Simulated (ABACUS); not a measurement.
## Energy of Al along an even scaling of the cell

System: Al (1 atom in the cell).
Method: Kohn-Sham DFT of a periodic cell, PBE, PseudoDojo NC SR 0.4.1 PBE standard, no spin polarisation (ABACUS 3.10.1).

The 7 runs differ only in the geometry, by an even scaling of the cell at fixed fractional positions. The structure derives from a Materials Project entry.

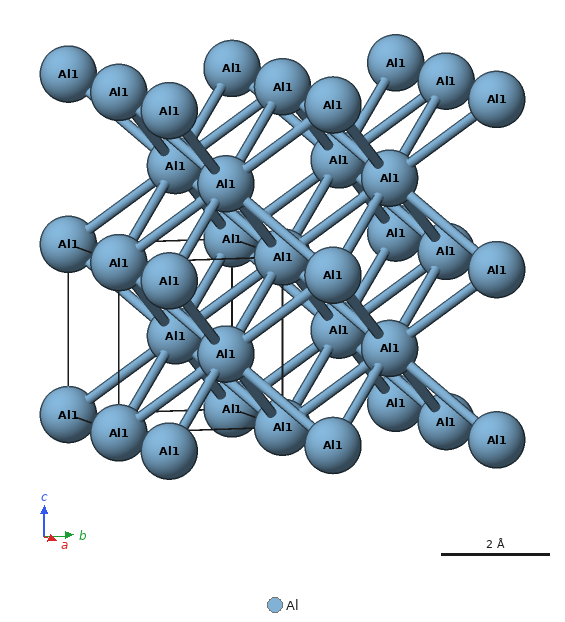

Figure 1. The structure of run 4 (ball-and-stick view of the cell 2 times as large as that of the calculation, set on its symmetry axes, repeated 2 × 2 × 2, seen slightly off an axis; atoms are numbered from 1 in the order of the input).

**The input of run 4**
```
INPUT_PARAMETERS
suffix              Al
calculation         scf
basis_type          lcao
pseudo_dir          ./
orbital_dir         ./
symmetry            1
dft_functional      pbe
ecutwfc             100
pseudo_rcut         10
nspin               1
nbands              6
ks_solver           genelpa
smearing_method     fd
smearing_sigma      0.00367493
scf_thr             1e-07
scf_nmax            100
mixing_type         broyden
mixing_beta         0.7
cal_force           1
cal_stress          1
out_mul             1
```

**File STRU of run 4**
```
ATOMIC_SPECIES
Al 26.9815 Al.upf

NUMERICAL_ORBITAL
Al_confined-atom_8au_2s2p1d.orb

LATTICE_CONSTANT
1.8897261246

LATTICE_VECTORS
-1.5912186900 1.5912186900 1.5912186900
1.5912186900 -1.5912186900 1.5912186900
1.5912186900 1.5912186900 -1.5912186900

ATOMIC_POSITIONS
Direct

Al
0.0
1
0.0000000000 0.0000000000 0.0000000000 1 1 1
```

**File KPT of run 4**
```
K_POINTS
0
Gamma
12 12 12 0 0 0
```

Command:
```bash
OMP_NUM_THREADS=1 mpirun -np 4 abacus > log
```

Run 6 differs from it as follows:
```diff
--1.5912186900 1.5912186900 1.5912186900
-1.5912186900 -1.5912186900 1.5912186900
-1.5912186900 1.5912186900 -1.5912186900
+-1.6121581793 1.6121581793 1.6121581793
+1.6121581793 -1.6121581793 1.6121581793
+1.6121581793 1.6121581793 -1.6121581793
```

**Results, with one run withheld**

| run | volume per atom (Å³) | free energy per atom, from the lowest run given (meV) | pressure (GPa) |
| --- | --- | --- | --- |
| 1 | 15.149 | 51.35 | 9.99 |
| 2 | 15.471 | 33.52 | 7.78 |
| 3 | 15.793 | 19.91 | 5.79 |
| 4 | 16.116 | 10.08 | 4.00 |
| 5 | 16.438 | 3.69 | 2.38 |
| 6 | 16.760 | ? | ? |
| 7 | 17.083 | 0.00 | −0.45 |

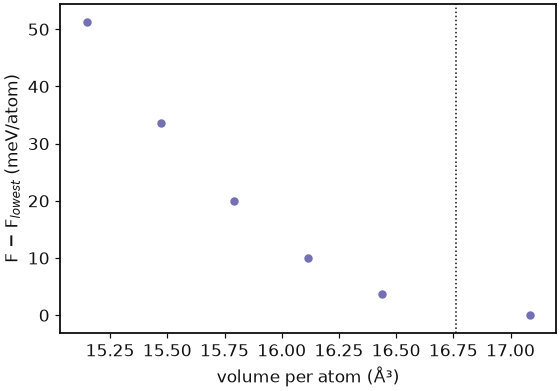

Figure 2. Free energy per atom of the runs given; the dotted line marks run 6.

Fit the runs given and predict run 6.

A cubic polynomial in V^(−2/3) (the Birch–Murnaghan form), fitted to the 6 runs given, misses them by at most 0.01 meV per atom. With x = V^(−2/3) − 0.15757 Å⁻², it reads F = 13.54 + 4454.4 x + 3.6373e+05 x² + 2.3748e+05 x³ (meV per atom). At run 6 it gives 0.44 meV per atom, and the run itself gives 0.43. The slope of the fit gives a pressure −dF/dV of 0.90 GPa there, and the run prints 0.89 GPa. The fit has its minimum at 16.973 Å³ per atom, where V d²F/dV² gives 69.1 GPa: the bulk modulus at this level, since symmetry fixes the shape and the positions.

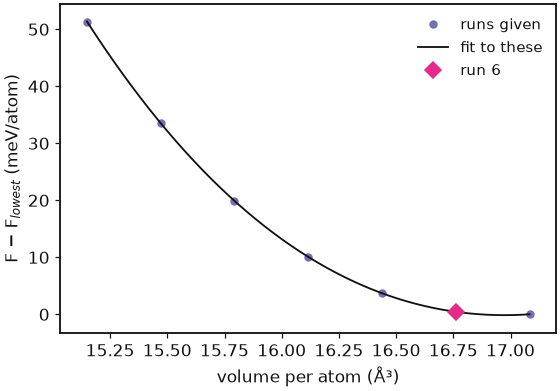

Figure 3. The fit and the withheld run.

**Some lines of the output (run 6)**
```
[...]
                          Volume (Bohr^3) = 113.104
                             Volume (A^3) = 16.7603
 E_Fermi        0.5747721169         7.8201758417
 E_Fermi        0.5724959959         7.7892076262
 E_Fermi        0.5715272962         7.7760277912
 E_Fermi        0.5715093949         7.7757842318
 E_Fermi        0.5715078358         7.7757630187
 E_Fermi        0.5715081669         7.7757675237
 E_KS(sigma->0) -4.6231095568        -62.9006324509
 E_Fermi        0.5715081831         7.7757677437
 final etot is -62.902658084 eV
 EFERMI = 7.7757677437 eV
 TOTAL-PRESSURE: 8.947871 KBAR
 !FINAL_ETOT_IS -62.9026580835463491 eV
```

Notes: Points of doubt noted for this run: home made orbitals.
